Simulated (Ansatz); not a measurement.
# Energy of GaSb$_{3}$ along a strain of the cell

System: GaSb$_{3}$ (Immm, 4 atoms in the cell).
Method: DFT LDA, scalar-relativistic, plane waves, PAW, PAW set soft_1, no spin polarisation (Ansatz 0.2.0).

The 7 runs differ only in the geometry, by a strain of the cell at fixed fractional positions. Against run 4, the strain is εxz = 0.01 η and εzz = η. The structure derives from a Materials Project entry.

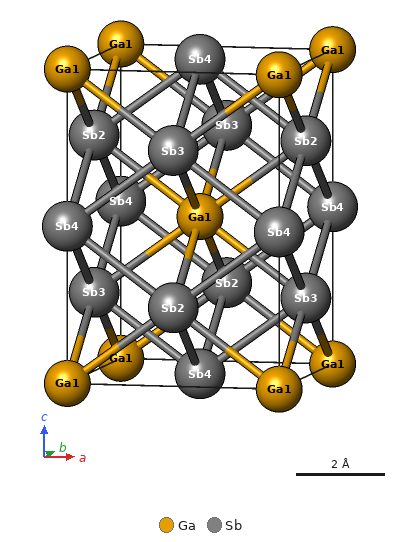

Figure 1. The structure of run 4 (ball-and-stick view of the cell 2 times as large as that of the calculation, set on its symmetry axes, seen slightly off an axis; atoms are numbered from 1 in the order of the input). An atom can appear more than once, as a periodic image.

**Input of run 4**
```yaml
crystal:
  lattice:
    - [-0.0965263301, 3.6220011279, 3.6220011279]
    - [3.5254747978, 0.0, 3.5254747978]
    - [3.6220011279, 3.6220011279, -0.0965263301]
  atoms:
    - { symbol: Ga, position: [0.0, 0.0, 0.0] }
    - { symbol: Sb, position: [0.25, 0.25, 0.25] }
    - { symbol: Sb, position: [0.75, 0.75, 0.75] }
    - { symbol: Sb, position: [0.5, 0.5, 0.5] }
basis:
  ecutwfc: 420
kpoints:
  mp_grid: { grid: [10, 10, 10] }
hamiltonian:
  xc: lda
  pseudopotentials: { kind: paw, azcp: { folder: soft_1 } }
scf:
  occupations: { method: gaussian, width: 0.15 }
output:
  forces: true
  stress: true
  eigenvalues: true
```

Command:
```bash
ansatz run input.yaml --threads 2 --pin off --max-ram 4096MiB --backend cpu --events-out ev --progress --plain --runs-dir out
```

Run 5 differs from it as follows:
```diff
-    - [-0.0965263301, 3.6220011279, 3.6220011279]
-    - [3.5254747978, 0.0, 3.5254747978]
+    - [-0.0965263301, 3.6220011279, 3.7549285693]
+    - [3.5254747978, 0.0, 3.6584022392]
```

**Results, with one run withheld**

| run | strain parameter η (%) | free energy per atom, from the lowest run given (meV) | pressure (GPa) |
| --- | --- | --- | --- |
| 1 | −11.0078 | 96.28 | 11.37 |
| 2 | −7.3352 | 42.04 | 6.75 |
| 3 | −3.6726 | 10.94 | 3.15 |
| 4 | 0.0000 | 0.00 | 0.36 |
| 5 | 3.6726 | ? | ? |
| 6 | 7.3352 | 24.55 | −3.41 |
| 7 | 11.0078 | 50.32 | −4.74 |

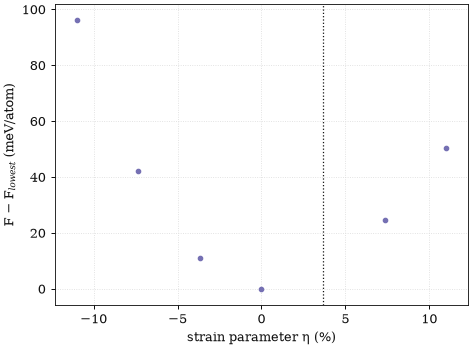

Figure 2. Free energy per atom of the runs given; the dotted line marks run 5.

Estimate the energy of run 5 from the others.

A cubic polynomial in the coordinate, fitted to the 6 runs given, misses them by at most 0.44 meV per atom. With x = η + 0.6121, it reads F = 0.95883 − 1.2267 x + 0.62728 x² − 0.013321 x³ (meV per atom). At run 5 it gives 6.17 meV per atom, and the run itself gives 6.10. The fit has its minimum at η = 0.3982 %.

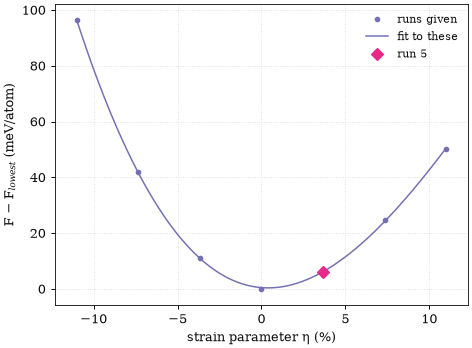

Figure 3. The fit and the withheld run.

**Output, shortened to warnings, some set-up lines, iterations and results (run 5)**
```
Warning: [file] the record states the generating functional pbe (its physics header spells it `PBE`), which answers neither for hamiltonian.xc's functional nor for the lda family's — results may be inconsistent (PPs are generated against a specific XC)
Warning: [file] the record states the generating functional pbe (its physics header spells it `PBE`), which answers neither for hamiltonian.xc's functional nor for the lda family's — results may be inconsistent (PPs are generated against a specific XC)
Basis set: ecut = 420 eV, 1929 PW (Γ)
Symmetry: 4 space group operations
k-points: 282 of 1000
Initial density: superposition of atomic densities (chi_scale 0.1, normalization cell, long waves kept (reshape's long-wave potential 0.00 eV rms))
[...]
SCF iter   1: F=—  HF=-22714.050753 eV  |F-HF|=—  |Δ(HF+E_count)|=         —  Δρ=1.75e-2  dr2=5.68e-1  ethr=3.10e-3  ⟨swp⟩=8.1  Hψ=44300  notcnv=0
SCF iter   2: F=—  HF=-22713.919000 eV  |F-HF|=—  |Δ(HF+E_count)|=   1.32e-1  Δρ=9.41e-3  dr2=1.97e-1  ethr=9.80e-4  ⟨swp⟩=2.0  Hψ=13222  notcnv=0  defer=263
SCF iter   3: F=—  HF=-22713.855207 eV  |F-HF|=—  |Δ(HF+E_count)|=   6.38e-2  Δρ=3.51e-3  dr2=1.81e-2  ethr=3.40e-4  ⟨swp⟩=2.0  Hψ=14954  notcnv=0  defer=265
SCF iter   4: F=—  HF=-22713.844374 eV  |F-HF|=—  |Δ(HF+E_count)|=   1.08e-2  Δρ=1.09e-3  dr2=8.73e-4  ethr=3.12e-5  ⟨swp⟩=2.0  Hψ=13556  notcnv=0  defer=265
SCF iter   5: F=—  HF=-22713.844456 eV  |F-HF|=—  |Δ(HF+E_count)|=   8.23e-5  Δρ=3.57e-4  dr2=6.76e-5  ethr=1.51e-6  ⟨swp⟩=2.0  Hψ=13644  notcnv=0  defer=268
SCF iter   6: F=—  HF=-22713.844454 eV  |F-HF|=—  |Δ(HF+E_count)|=   2.02e-6  Δρ=4.63e-5  dr2=1.77e-6  ethr=1.17e-7  ⟨swp⟩=2.0  Hψ=13860  notcnv=0  defer=303
SCF iter   7: F=—  HF=-22713.844456 eV  |F-HF|=—  |Δ(HF+E_count)|=   1.60e-6  Δρ=1.36e-5  dr2=2.06e-7  ethr=3.06e-9  ⟨swp⟩=2.0  Hψ=13687  notcnv=0  defer=303
SCF iter   8: F=-22713.844456 eV  HF=-22713.844456 eV  |F-HF|=1.22e-8  |Δ(HF+E_count)|=   4.22e-9  Δρ=3.29e-6  dr2=1.60e-8  ethr=1.72e-10  ⟨swp⟩=10.1  Hψ=45604  notcnv=0
SCF 1 converged in 8 iterations: F = -22713.844456 eV  dr2 = 1.60e-8
SCF converged after 8 iterations
Free energy (F): -22713.844456 eV
Harris-Foulkes:  -22713.844456 eV  (|F-HF|=1.22e-8)
Internal energy: -22713.816626 eV  (E = F + TS)
E sigma→0 (E₀):  -22713.830541 eV
Entropy (-TS):   -0.027830 eV (-6.958 meV/atom)
Fermi energy:    11.328643 eV
--- Per-component energies (eV) ---
  E_band       = -457.214920
  E_kinetic    = 603.087220
  E_local      = -5518.846540  (includes V_loc(G=0)·N_el)
  E_nonlocal   = 1081.830861
  E_hartree    = 2587.797147
  E_xc         = -361.854899
  E_vxc        = -333.767180  (∫ρ·V_xc dr)
  E_paw        = -15087.673501  (= ΣΔE_a)
  E_vpaw       = -1465.114114  (= ΣTr[D̂ρ^β])
  E_aug_tail   = 0.000148  (compensation charges beyond the density's cutoff)
  E_ewald      = -6021.561977
  E_core_change = 3.404914  (= ΣΔE_core)
  E_smearing   = -0.027830  (= −TS)
  E_closure    = 0.000000  (closes the sum)
  Σ components = -22713.844456   (vs F -22713.844456, Δ=0.00e0)
--- Forces (eV/Å), atoms counted from 1 ---
  atom   1  Ga     0.00000000     0.00000000    -0.00000000
  atom   2  Sb     0.00000000    -0.10554649    -0.00000000
  atom   3  Sb    -0.00000000     0.10554649     0.00000000
  atom   4  Sb     0.00000000     0.00000000    -0.00000000
  max |Σ_I F_I| component: 5.52e-29 eV/Å
--- Stress (GPa, compression-positive) ---
       -1.384864       0.000000       1.260767
        0.000000      -1.410744      -0.000000
        1.260767      -0.000000      -2.480213
  P = ⅓ Tr σ = -1.7586 GPa (-17.586 kbar)
```

The program warns: the PAW datasets were made with another functional.
